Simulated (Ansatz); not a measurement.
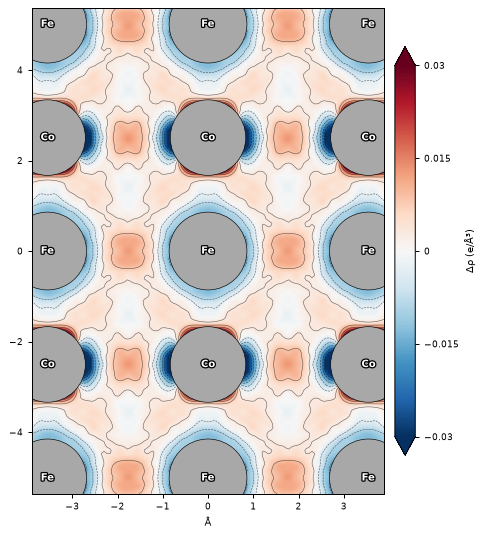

FeCo₃. Difference of the valence pseudo-densities of two functionals at the same geometry, on the (101) plane of the calculation cell: one of PBEsol and r2SCAN less the other.

Both computed with Ansatz (plane waves, PAW), on the same k-point mesh. Grey discs cover the atomic cores.

Q: Which was subtracted from which, and what does the map show?

A: It is r2SCAN less PBEsol. Against PBEsol, r2SCAN gives less density around Fe (−0.009 e/Å³ on average at 1.0 Å from the nucleus), less density around Co (−0.006 e/Å³ on average at 1.0 Å from the nucleus) and more density in the space between the atoms (+0.007 e/Å³ on average).
